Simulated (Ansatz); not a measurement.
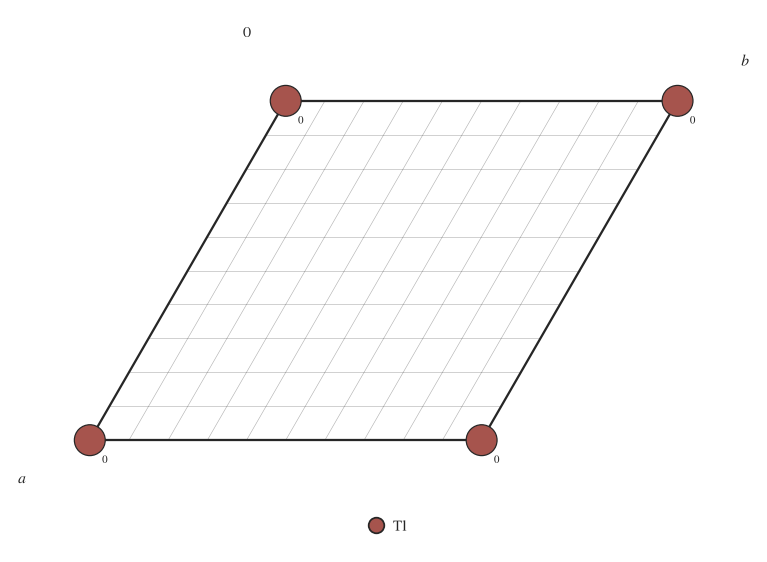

Plan of a unit cell projected along c (a down the page, b across); the numbers are heights in hundredths of c, and atoms on the cell's edges are repeated. The grid marks tenths of a and b. Source: the geometry relaxed with DFT PBEsol, scalar-relativistic, plane waves, PAW (Ansatz); the starting structure was generated, so it need not be a known form of this composition. Geometry calculated from the standardised cell; symmetry tolerance 0.002 Å.

a = 3.306 Å, b = 3.306 Å, c = 3.148 Å, α = 90.00°, β = 90.00°, γ = 120.00°.

Question: What does the cell contain?

Answer: 1 Tl: Tl, Z = 1.

Question: Which space group?

Answer: P6/mmm, No. 191, primitive hexagonal.

Question: Give the independent sites, coordinates to two places.

Answer:
```csv
atom,site,symmetry,x,y,z
Tl,1a,6/mmm,0.00,0.00,0.00
```
